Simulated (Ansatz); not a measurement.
## Electronic structure of WS$_{2}$ in real space

The calculation's input:

```
crystal:
  lattice:
    - [3.1598870963, 0.0, 0.0]
    - [0.0, 5.473084997, 0.0]
    - [0.0, 0.0, 16.939849142]
  atoms:
    - { symbol: W, position: [-0.0246844263, 0.3333333333, 0.0] }
    - { symbol: W, position: [0.5246844263, 0.8333333333, 0.0] }
    - { symbol: S, position: [0.4770860364, 0.1666666667, 0.9069649216] }
    - { symbol: S, position: [0.0229139636, 0.6666666667, 0.9069649216] }
    - { symbol: S, position: [0.4770860364, 0.1666666667, 0.0930350784] }
    - { symbol: S, position: [0.0229139636, 0.6666666667, 0.0930350784] }
basis:
  ecutwfc: 420
kpoints:
  mp_grid: { grid: [8, 6, 2] }
hamiltonian:
  xc: pbe
  pseudopotentials: { kind: paw, azcp: { folder: soft_1 } }
  dispersion: d3bj
scf:
  occupations: { method: gaussian, width: 0.05 }
output:
  forces: true
  stress: true
  eigenvalues: true
  write_density: true
  write_potential: true
  elf: true
  volumetric_format: npy
```

Run with:

```sh
ansatz run input.yaml --threads 2 --pin off --max-ram 4096MiB --backend cpu --events-out ev --progress --plain --runs-dir out
```

Below, planes, directions and counts refer to the conventional cell (a = 16.94 Å, b = 3.16 Å, c = 5.47 Å, α = 90.00°, β = 90.00°, γ = 90.00°).

Space group Pmc2₁; a point of a scan over the structure, not its minimum; a structure from a database of computed crystals, not necessarily the ambient phase; not relaxed (largest force 0.9 eV/Å); PAW files of the earlier set (soft_1).

Computed with Ansatz, DFT PBE+D3(BJ), scalar-relativistic, plane waves, PAW.

In a PAW calculation such maps are meaningful between the atoms, not at the nuclei.

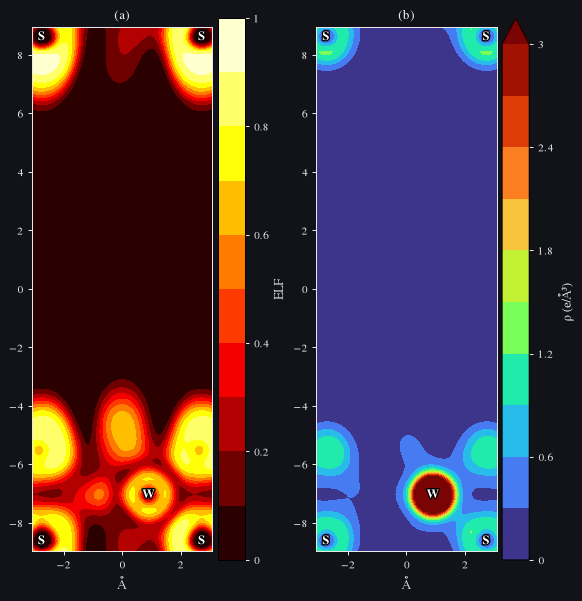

Figure 1. (a) ELF; (b) valence charge density (pseudo) on the (110) plane of the conventional cell.

**What does the map show?**

Atoms in the plane: W and S. Atoms just off the plane (S, 0.6 Å away) can leave unmarked features too. W–S (2.42 Å): ρ is about 0.62 e/Å³ halfway; the ELF peaks at about 0.85 in the valence shell of S, 0.8 Å from its nucleus, and is about 0.50 at the midpoint. The density dies away to nearly zero in the voids. The features right at W lie inside the PAW spheres, where the map follows smoothed inner orbitals and isn't to be read closely.

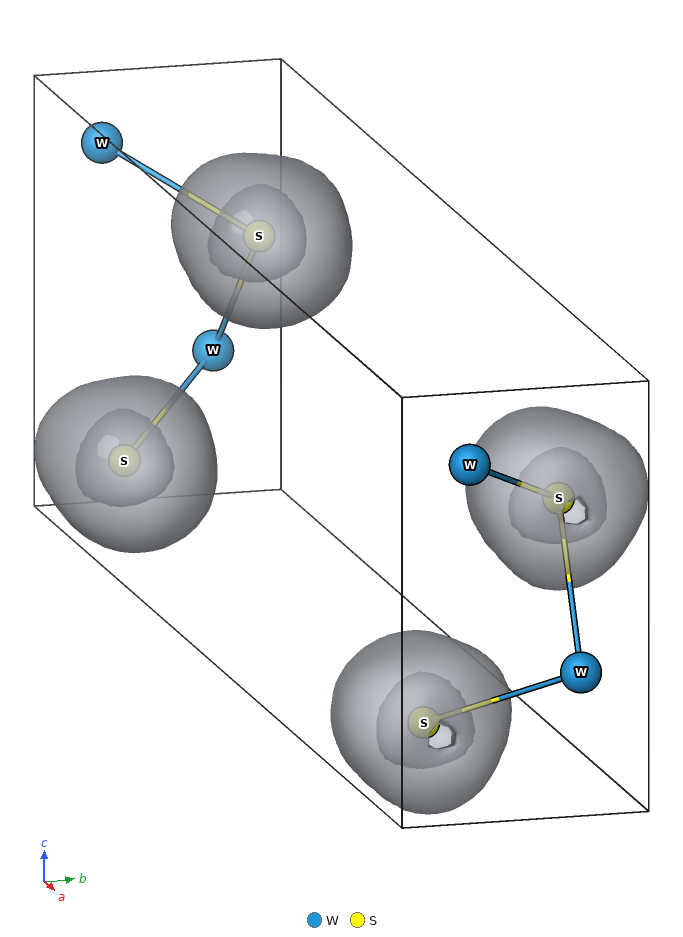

Figure 2. Isosurface of the ELF at 0.7 (grey), seen slightly off an axis. Core shells and regions of very low density are left out. Sticks mark near contacts.

**Where are the electrons localised?**

The ELF exceeds this value in four regions wrapped around S (the valence shell of each), counted in one cell of 6 atoms. Regions shared between cells count once. Along the contacts the grid gives the following. W–S (2.41 Å): the ELF peaks at about 0.85 in the valence shell of S, 0.8 Å from its nucleus, and is about 0.50 at the midpoint.

**Does the calculation make it a metal, or give it a gap?**

It is gapped, with a Kohn–Sham gap of 2.0 eV on the k-point mesh (the band edges may lie off the mesh, which would make the gap smaller).
